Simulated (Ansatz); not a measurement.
# Run report: Si31C31, geometry relaxation (part 2 of 2)

Si31C31 (defect cell, 62 atoms in the cell); DFT, PBEsol, PAW, plane waves (Ansatz 0.2.0); cutoff 420 eV, 1×1×1 k-mesh, Fermi–Dirac smearing of 0.01 eV. 

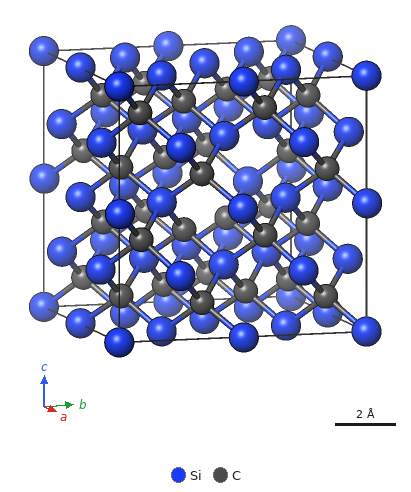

The starting structure (ball-and-stick view of the cell of the calculation, seen slightly off an axis).

```
SCF converged after 6 iterations
Magnetization: 2.0000 μB (125.0000 up, 123.0000 down)
Absolute magnetization: 2.1528 μB (∫|ρ↑−ρ↓|, with the PAW one-centre terms)
Spin contamination: 0.0097 ħ² per cell (⟨S²⟩ above its minimum at these occupations)
Per-site moments (μB) at R_I (Å): [(6.247494177754157e-5, 0.7768178158803839), (0.004056170635921789, 0.7741238343732422), (0.004061385227037567, 0.7742700394749956), (0.0001622136102262173, 0.7748289476383446), (0.004058930820184695, 0.7742205113977728), (0.0001620026118914292, 0.7748542649512762), (0.0001617489780055151, 0.7747960436925263), (-0.0006504524814203699, 0.7760094781894553), (-1.7157
Free energy (F): -26922.675588 eV
Harris-Foulkes:  -26922.675588 eV  (|F-HF|=2.23e-9)
Internal energy: -26922.675588 eV  (E = F + TS)
E sigma→0 (E₀):  -26922.675588 eV
Fermi energy:    10.011587 eV
--- Per-component energies (eV) ---
  E_band       = 768.125207
  E_kinetic    = 4173.727645
  E_local      = -3658.238882  (includes V_loc(G=0)·N_el)
  E_nonlocal   = 1613.842190
  E_hartree    = 1149.064728
  E_xc         = -3235.178577
  E_vxc        = -3372.827955  (∫ρ·V_xc dr)
  E_paw        = -18422.932603  (= ΣΔE_a)
  E_vpaw       = -286.506081  (= ΣTr[D̂ρ^β])
  E_aug_tail   = 0.000360  (compensation charges beyond the density's cutoff)
  E_ewald      = -8544.592944
  E_core_change = 1.632496  (= ΣΔE_core)
  E_smearing   = -0.000000  (= −TS)
  E_closure    = 0.000000  (closes the sum)
  Σ components = -26922.675588   (vs F -26922.675588, Δ=0.00e0)
--- Forces (eV/Å), atoms counted from 1 ---
  atom   1  Si    -0.00026575     0.00112539     0.00362196
  atom   2  Si    -0.00393214    -0.00122371     0.00086163
  atom   3  Si     0.00059255     0.00088843    -0.00092738
  atom   4  Si    -0.00381139    -0.00703324    -0.00567578
  atom   5  Si     0.00902362    -0.00202975     0.00113215
  atom   6  Si    -0.00400131     0.00498077    -0.00463248
  atom   7  Si    -0.00511373     0.00110658    -0.00207987
  atom   8  Si    -0.00146505    -0.00267412     0.00038033
  atom   9  Si     0.01179789     0.01039719    -0.00339376
  atom  10  Si     0.00665468     0.00337411    -0.00592543
  atom  11  Si     0.00778780    -0.00570586    -0.00369253
  atom  12  Si     0.00224006    -0.00174948     0.00319237
  atom  13  Si    -0.00521985     0.00115429    -0.00547272
  atom  14  Si    -0.00700849    -0.00264923    -0.00709878
  atom  15  Si    -0.00375428     0.01237494     0.01491640
  atom  16  Si     0.00947703     0.00464665     0.00784551
  atom  17  Si     0.00447230     0.00120638    -0.00311742
  atom  18  Si     0.00002377    -0.00126224     0.00816596
  atom  19  Si     0.01003264    -0.00724800    -0.00751184
  atom  20  Si     0.00738296     0.00619440     0.00234810
  atom  21  Si    -0.00625836    -0.01398609    -0.00467659
  atom  22  Si    -0.01364100    -0.00566109     0.01236421
  atom  23  Si     0.00752674    -0.00715983     0.00620088
  atom  24  Si     0.00209402    -0.00110708     0.01011054
  atom  25  Si     0.00017702    -0.00200865     0.00523457
  atom  26  Si    -0.00567035     0.00749425     0.00455634
  atom  27  Si    -0.00974162    -0.00550889    -0.01214642
  atom  28  Si     0.00621412    -0.00245497     0.01141611
  atom  29  Si    -0.00313033     0.00672299    -0.01448967
  atom  30  Si    -0.00498704    -0.00932174     0.01164572
  atom  31  Si     0.01541073     0.00952140     0.00029803
  atom  32  C     -0.00194313     0.00191531    -0.00710076
  atom  33  C     -0.00308573    -0.00222393     0.00385216
  atom  34  C     -0.00202698    -0.00390342    -0.00600538
  atom  35  C      0.00383038     0.00996232     0.00696681
  atom  36  C     -0.00276632    -0.00072683    -0.00285103
  atom  37  C      0.00460019     0.00446195     0.00764875
  atom  38  C      0.00589279     0.00359315    -0.00077206
  atom  39  C     -0.00215869     0.00359133    -0.00370566
  atom  40  C     -0.00512414    -0.00663216     0.00706433
  atom  41  C     -0.00529228     0.00396300    -0.00416958
  atom  42  C     -0.00137483    -0.00583309    -0.00129187
  atom  43  C      0.00396318     0.00214931    -0.00319612
  atom  44  C     -0.00598559     0.00474410     0.00009962
  atom  45  C      0.00265787    -0.00069194     0.00156838
  atom  46  C     -0.00208579    -0.00603682    -0.00049371
  atom  47  C     -0.00348044    -0.00362258    -0.00463489
  atom  48  C     -0.00250615     0.00021683     0.00536659
  atom  49  C      0.00266883     0.00361500    -0.00144750
  atom  50  C     -0.00258858    -0.00203653    -0.00295262
  atom  51  C      0.00031389    -0.00004043    -0.00662985
  atom  52  C      0.00752342     0.00392640     0.00146000
  atom  53  C     -0.00144821    -0.00190045    -0.00323480
  atom  54  C     -0.00491691     0.00166091    -0.00596552
  atom  55  C     -0.00171971     0.00182268    -0.00167020
  atom  56  C      0.00017685     0.00181876     0.00266437
  atom  57  C     -0.00212705     0.00108904    -0.00118423
  atom  58  C     -0.00076487     0.00247149     0.00478439
  atom  59  C     -0.00078017     0.00139691    -0.00037854
  atom  60  C     -0.00052755     0.00174160    -0.00270565
  atom  61  C      0.00127611    -0.01059202    -0.00024030
  atom  62  C     -0.00307069    -0.00224063    -0.00430417
  max |Σ_I F_I| component: 6.31e-5 eV/Å
--- Band table (eV) ---
  k-point 0 ↑: bands = ["-6.1062", "-5.3713", "-5.3706", "-5.1670", "-4.6046", "-4.6039", "-4.3250", "-3.8399", "-3.8392", "-3.7691", "-3.6444", "-3.2213", "-3.2207", "-3.1815", "-3.1530", "-3.1524", "-2.9246", "-2.7468", "-2.7462", "-2.3117", "-2.1904", "-2.1898", "-1.9021", "-1.9016", "-1.8079", "-1.6518", "-1.6423", "-1.6414", "-1.4911", "-1.4548", "-1.4544", "0.8466", "0.9448", "0.9451", "1.1385", "1.4838", "1.4844", "1.7629", "1.7634", "1.7679",
      "1.7930", "1.9080", "1.9084", "1.9087", "1.9244", "1.9247", "1.9803", "2.3687", "2.4206", "2.4209", "2.7149", "2.7152", "3.1935", "3.5033", "3.7884", "3.7887", "3.8337", "3.8341", "3.8693", "3.8860", "3.9744", "3.9748", "4.1148", "4.1150", "4.2731", "4.5858", "4.5867", "4.6896", "4.9019", "4.9024", "4.9758", "5.2907", "5.3415", "5.3598", "5.3601", "5.4026", "5.4027", "5.4911", "5.4915", "5.5138",
      "5.7028", "5.7031", "5.7471", "5.8602", "5.8608", "5.9784", "6.0499", "6.2363", "6.2368", "6.4313", "6.4317", "6.5699", "6.5819", "6.6388", "6.6392", "6.7604", "6.7609", "6.8343", "6.8346", "6.8523", "6.9364", "6.9833", "6.9839", "7.0423", "7.1201", "7.1203", "7.2148", "7.3370", "7.3377", "7.4625", "7.5882", "7.6840", "7.7055", "7.8102", "7.8109", "7.9251", "7.9256", "8.0670", "8.0679", "8.3403",
      "8.4833", "8.4842", "8.6486", "9.5969", "9.5973", "11.1777", "11.1820", "11.4095", "11.4296", "11.4339", "12.4049", "12.6096", "12.6107", "13.1174", "13.2017", "13.2671", "13.2676", "13.4354", "13.4373", "13.4801", "13.5570", "13.5585", "14.1090", "14.2135", "14.2170", "14.2175", "14.3752", "14.3755", "14.3763", "14.4594", "14.4729", "14.4732", "14.6107", "14.6122", "14.7696", "14.7810", "14.7811", "15.0078", "15.1443", "15.3644",
      "15.3650", "15.6009", "15.6016", "15.6494", "15.7559", "16.1435", "16.1438", "16.1694", "16.3736", "16.4158", "16.4183", "16.4190", "16.4607", "16.4612", "16.4874", "16.5039", "16.5046", "16.6350", "16.6360", "16.7347", "16.7350", "16.8200", "16.8208", "16.8323", "16.8743", "16.9546", "17.0242"]
  k-point 0 ↓: bands = ["-6.0837", "-5.3441", "-5.3433", "-5.1486", "-4.5738", "-4.5732", "-4.2950", "-3.8118", "-3.8112", "-3.7448", "-3.5882", "-3.2051", "-3.2044", "-3.1580", "-3.1056", "-3.1052", "-2.9034", "-2.6896", "-2.6889", "-2.2844", "-2.1547", "-2.1540", "-1.8747", "-1.8742", "-1.7751", "-1.6239", "-1.6230", "-1.6220", "-1.2472", "-1.2334", "-1.2327", "0.8705", "0.9686", "0.9688", "1.1499", "1.5037", "1.5043", "1.7755", "1.7760", "1.7769",
      "1.8143", "1.9274", "1.9280", "1.9364", "1.9707", "1.9715", "2.0088", "2.3963", "2.4511", "2.4514", "2.7589", "2.7593", "3.2359", "3.5706", "3.8054", "3.8057", "3.8687", "3.8691", "3.8929", "3.9067", "3.9979", "3.9983", "4.1466", "4.1468", "4.2950", "4.6376", "4.6386", "4.7606", "4.9306", "4.9311", "5.0147", "5.3132", "5.3780", "5.3825", "5.3827", "5.4265", "5.4267", "5.5246", "5.5250", "5.5369",
      "5.7343", "5.7346", "5.7828", "5.9037", "5.9043", "6.0161", "6.0734", "6.2715", "6.2720", "6.4910", "6.4912", "6.6100", "6.6460", "6.6741", "6.6744", "6.7852", "6.7857", "6.8726", "6.8767", "6.8770", "6.9580", "7.0159", "7.0164", "7.0757", "7.2041", "7.2044", "7.2508", "7.3731", "7.3738", "7.5092", "7.6646", "7.7364", "7.8487", "7.8493", "7.9547", "7.9744", "7.9749", "8.1200", "8.1210", "8.3859",
      "8.5391", "8.5399", "9.0902", "10.4257", "10.4265", "11.1904", "11.1949", "11.4274", "11.4482", "11.4523", "12.4359", "12.6331", "12.6341", "13.1331", "13.2220", "13.2890", "13.2896", "13.4606", "13.4625", "13.4952", "13.5781", "13.5795", "14.1200", "14.2261", "14.2343", "14.2348", "14.3934", "14.3938", "14.3949", "14.4767", "14.4903", "14.4906", "14.6392", "14.6406", "14.8010", "14.8012", "14.8055", "15.0678", "15.1856", "15.3847",
      "15.3852", "15.6358", "15.6365", "15.6902", "15.7973", "16.1626", "16.1629", "16.2055", "16.4069", "16.4263", "16.4271", "16.4320", "16.4738", "16.4743", "16.5061", "16.5172", "16.5178", "16.6842", "16.6853", "16.7561", "16.7564", "16.8457", "16.8465", "16.8649", "16.8805", "16.9723", "17.0496"]
--- Relaxed structure (4 steps of the walk, 4 accepted, 0 SCFs on fresh bases) ---
  F+E_penalty+E_count = -26922.67558806 eV   max|allowed force component| = 1.541e-2 eV/Å
  atoms:
    - { symbol: Si, position: [0.0010360067330383537, 1.000287564262833, 0.0007131228590577197] }
    - { symbol: Si, position: [0.000289527877485609, -0.0005080553690729315, 0.5000780253879641] }
    - { symbol: Si, position: [0.00025402901701944365, 0.49960340346133, 0.9999319748710555] }
    - { symbol: Si, position: [0.0017111520116990444, 0.49960758036689557, 0.5000885318821662] }
    - { symbol: Si, position: [0.5003474027019826, 0.99949955449274, -5.8716392529053124e-5] }
    - { symbol: Si, position: [0.5004076626099072, 1.0008462061731664, 0.5001219122986962] }
    - { symbol: Si, position: [0.500427107678391, 0.4995870854616779, 0.0013788298271040077] }
    - { symbol: Si, position: [0.25066881265410296, 0.2498994837656821, 0.9995626404492289] }
    - { symbol: Si, position: [0.25158313963976364, 0.25078953451899433, 0.4994170301903616] }
    - { symbol: Si, position: [0.2512097768437551, 0.75034615714858, 0.0006245723450108602] }
    - { symbol: Si, position: [0.25232724758592506, 0.7462805242667206, 0.49971967124222433] }
    - { symbol: Si, position: [0.7511071782410721, 0.2505046039457462, 1.0004605540373348] }
    - { symbol: Si, position: [0.7470797343204147, 0.2516023526841013, 0.4997103323181159] }
    - { symbol: Si, position: [0.7510045088737815, 0.7502091452161226, 1.0019090532601085] }
    - { symbol: Si, position: [0.7535153502043034, 0.7525475192668805, 0.5019509261804698] }
    - { symbol: Si, position: [0.25064553326020095, 0.9990810482907945, 0.2503489080134923] }
    - { symbol: Si, position: [0.2512203065403668, 1.0000737014719943, 0.7508629823693928] }
    - { symbol: Si, position: [0.2516351793500134, 0.49889707424876373, 0.251291724901891] }
    - { symbol: Si, position: [0.2523085160138643, 0.49924063227651255, 0.7467754586048001] }
    - { symbol: Si, position: [0.7511165737281292, 5.840700545537995e-5, 0.25093649136145474] }
    - { symbol: Si, position: [0.7509533804903892, 0.0014642383183498704, 0.7506358576025162] }
    - { symbol: Si, position: [0.7471636635271269, 0.49923857752793, 0.2519454333769232] }
    - { symbol: Si, position: [0.753222667811815, 0.501881156435266, 0.7528890997516317] }
    - { symbol: Si, position: [-0.00013638005754690368, 0.24987805344878622, 0.25031089188005573] }
    - { symbol: Si, position: [1.000795553365449, 0.250509730036742, 0.7507898450985683] }
    - { symbol: Si, position: [0.0009101309116472302, 0.7503435736062434, 0.25090816555864925] }
    - { symbol: Si, position: [1.002227596166346, 0.7502119222806162, 0.75072353572226] }
    - { symbol: Si, position: [0.4996789115237669, 0.25082867820076454, 0.2512651208918558] }
    - { symbol: Si, position: [0.5000035573607269, 0.25160483203855455, 0.7467736242389087] }
    - { symbol: Si, position: [0.500034292112776, 0.7463020548807701, 0.2520210243586904] }
    - { symbol: Si, position: [0.502243921343769, 0.7525614578010633, 0.753192337664219] }
    - { symbol: C, position: [0.125827191804542, 0.12502117587360342, 0.12551686242010646] }
    - { symbol: C, position: [0.12457511145280467, 0.12380360090206327, 0.6245111226716357] }
    - { symbol: C, position: [0.12458244871842962, 0.6240099859763781, 0.12429779982418365] }
    - { symbol: C, position: [0.12542665265332362, 0.6253541677956411, 0.6258466440870473] }
    - { symbol: C, position: [0.6248167957964693, 0.1238038053780595, 0.12424453923461921] }
    - { symbol: C, position: [0.6261265860866492, 0.12468626210862123, 0.6258160292990074] }
    - { symbol: C, position: [0.6261645525927121, 0.6253777286910217, 0.125145146228513] }
    - { symbol: C, position: [0.37524998644800456, 0.37443165740306544, 0.12438812524874583] }
    - { symbol: C, position: [0.36666521815776965, 0.3659383224229064, 0.6325015624195118] }
    - { symbol: C, position: [0.37658676288728593, 0.8749821687789271, 0.1248688774665108] }
    - { symbol: C, position: [0.37821909112522173, 0.8727593987048864, 0.6244215747969766] }
    - { symbol: C, position: [0.8757752065720051, 0.3757537436090175, 0.1247946651912588] }
    - { symbol: C, position: [0.8735413364241554, 0.37749525509086945, 0.6243757702633148] }
    - { symbol: C, position: [0.8760110273545981, 0.8752318744546848, 0.12605220059379632] }
    - { symbol: C, position: [0.8757624164288355, 0.8749777400801664, 0.627523960290635] }
    - { symbol: C, position: [0.375256614899076, 0.12390266457713037, 0.37495887371139586] }
    - { symbol: C, position: [0.37656215223177464, 0.12439055942127018, 0.8754356738310584] }
    - { symbol: C, position: [0.36662026723425944, 0.6320953327863639, 0.36631826139194756] }
    - { symbol: C, position: [0.37817246227167906, 0.6238864175850002, 0.8733353414615999] }
    - { symbol: C, position: [0.8757771636033755, 0.12437094720137737, 0.3762809840792258] }
    - { symbol: C, position: [0.875953269108599, 0.12557312438723223, 0.875654277755751] }
    - { symbol: C, position: [0.8736385985006383, 0.6238885758205147, 0.3778631718519068] }
    - { symbol: C, position: [0.8757655407833763, 0.627068596397394, 0.8754657091560426] }
    - { symbol: C, position: [0.12470748507906308, 0.3744201179528204, 0.37491494242243056] }
    - { symbol: C, position: [0.12513488150452845, 0.37576455547047, 0.8754494128112716] }
    - { symbol: C, position: [0.12516932520006607, 0.8749851191843958, 0.3762645847099395] }
    - { symbol: C, position: [0.12637612256943093, 0.8752136560348955, 0.8757101000492792] }
    - { symbol: C, position: [0.6329475221454218, 0.3658368128118024, 0.36622998621328057] }
    - { symbol: C, position: [0.6247029140403322, 0.37750664469074263, 0.873195344601383] }
    - { symbol: C, position: [0.624704728280679, 0.8727744796800542, 0.37793600640601543] }
    - { symbol: C, position: [0.627831527603413, 0.874963711197621, 0.8754414873599328] }
--- Löwdin populations: 62 sites ---
  site symbol       q [e]    m [muB]
     0     Si      2.9598     0.0000
     1     Si      2.9591     0.0037
     2     Si      2.9590     0.0037
     3     Si      2.9532     0.0001
     4     Si      2.9592     0.0037
     5     Si      2.9532     0.0001
     6     Si      2.9532     0.0001
     7     Si      2.9613    -0.0029
     8     Si      2.9482    -0.0123
     9     Si      2.9707    -0.0018
    10     Si      2.9583    -0.0122
    11     Si      2.9708    -0.0018
    12     Si      2.9584    -0.0123
    13     Si      2.9547    -0.0010
    14     Si      3.1598     0.0012
    15     Si      2.9614    -0.0029
    16     Si      2.9707    -0.0018
    17     Si      2.9480    -0.0123
    18     Si      2.9585    -0.0122
    19     Si      2.9709    -0.0018
    20     Si      2.9546    -0.0010
    21     Si      2.9582    -0.0123
    22     Si      3.1623     0.0011
    23     Si      2.9613    -0.0029
    24     Si      2.9708    -0.0018
    25     Si      2.9707    -0.0018
    26     Si      2.9546    -0.0010
    27     Si      2.9480    -0.0123
    28     Si      2.9585    -0.0122
    29     Si      2.9583    -0.0122
    30     Si      3.1596     0.0012
    31      C      4.9571     0.0032
    32      C      4.9452     0.0287
    33      C      4.9453     0.0287
    34      C      4.9674     0.0036
    35      C      4.9449     0.0288
    36      C      4.9673     0.0036
    37      C      4.9673     0.0036
    38      C      4.9619     0.0052
    39      C      4.8511     0.5387
    40      C      4.9530     0.0487
    41      C      4.9308     0.0043
    42      C      4.9531     0.0488
    43      C      4.9306     0.0043
    44      C      4.9594     0.0034
    45      C      4.9577     0.0022
    46      C      4.9616     0.0052
    47      C      4.9530     0.0487
    48      C      4.8512     0.5390
    49      C      4.9309     0.0043
    50      C      4.9528     0.0489
    51      C      4.9595     0.0034
    52      C      4.9310     0.0043
    53      C      4.9578     0.0022
    54      C      4.9617     0.0052
    55      C      4.9530     0.0488
    56      C      4.9530     0.0488
    57      C      4.9596     0.0034
    58      C      4.8509     0.5397
    59      C      4.9306     0.0043
    60      C      4.9308     0.0043
    61      C      4.9576     0.0023
  spilling = 0.009950 (of n_electrons = 248.000000)
```

Results in brief:

```csv
quantity,value
outcome,converged
electrons treated,248
free energy,−26922.6756 eV
Fermi energy,10.012 eV
net moment of the cell,2.00 μB
largest force (length of the vector) at the end,0.020 eV/Å
hardware,"7 CPU threads, shared host"
wall time,34 s (CPU time 3.7 min)
peak memory,1.7 GiB
```

Notes:

The k-point mesh is coarse for a cell of this size, so the results may not be converged.
